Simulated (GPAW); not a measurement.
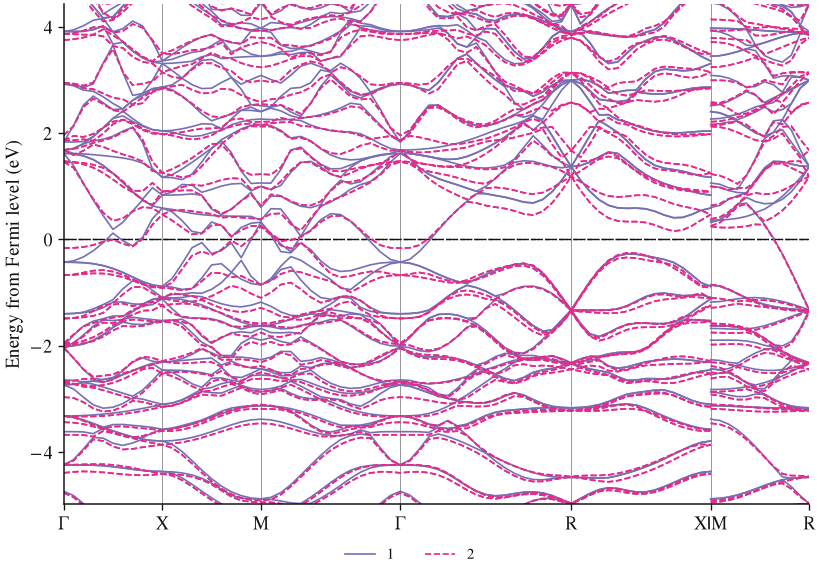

Band structures of W, space group Pm-3n (No. 223), 8 atoms in the cell (cubic a = 5.083 Å), by two methods on the same cell. Each is counted from its own Fermi level.

Which curve is which? The methods: PBEsol+SOC, PBEsol.

Answer. 1 is PBEsol; 2 is PBEsol+SOC. PBEsol gives a metal and PBEsol+SOC gives a metal. Spin-orbit coupling splits levels that are degenerate without it.

Settings. PBEsol: PAW data sets generated in the run's folder for this functional, no spin polarisation, no spin-orbit coupling, 5×5×5 k mesh, 600 eV cutoff, Fermi-Dirac smearing of 0.05 eV (GPAW 26.7.0). PBEsol+SOC: PAW data sets generated in the run's folder for this functional, spin-orbit coupling, no magnetisation, 5×5×5 k mesh, 600 eV cutoff, Fermi-Dirac smearing of 0.05 eV (GPAW 26.7.0).

The cell is at −10 GPa in PBEsol and −10 GPa in PBEsol+SOC. This isn't the form of W at room conditions, which is bcc. PBEsol+SOC: spin-orbit coupling was added after a scalar SCF, so levels and gaps hold it while energy, forces, pressure and moments don't. PBEsol+SOC: this program's spin-orbit splittings come out too wide for heavy elements.
